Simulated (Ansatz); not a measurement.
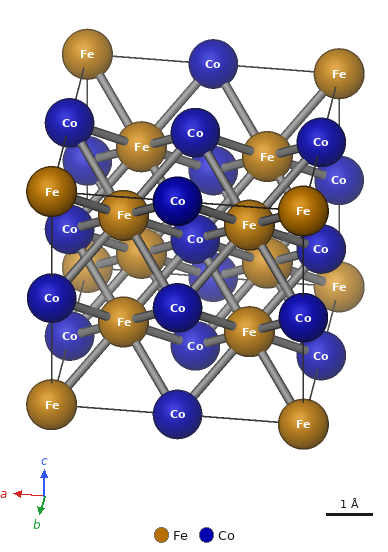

Reference structure: a crystal of Fe9Co7 (set up in Pm-3m). A ball-and-stick model of the cell of the calculation, seen from a free direction.

Theory: Ansatz 0.2.0, DFT PBEsol, scalar-relativistic, plane waves, PAW. (plane-wave cutoff 420 eV; k-point mesh 6 × 6 × 6; occupations gaussian; smearing width 0.1 eV; collinear spin)

Change: The volume is changed by +3.0 %. The atoms are relaxed in that cell.

### What does the calculation give for the changed structure?

The drawn cell changes as follows: a = b = c 5.609 → 5.665 Å (+1.0 %); the volume changes by +3.0 %. The atoms keep their places relative to the cell (all moves are under 0.005 Å). Among the bonded contacts that change: Co–Fe 2.429 → 2.453 Å, Fe–Fe 2.429 → 2.453 Å. The space group stays Pm-3m (No. 221). The energy rises by 6.5 meV per atom. The pressure goes from 0.0 to −6.2 GPa. The absolute magnetisation per cell goes from 38.09 to 38.47 μB (net moment 36.50 and 36.76 μB). Both are metals.
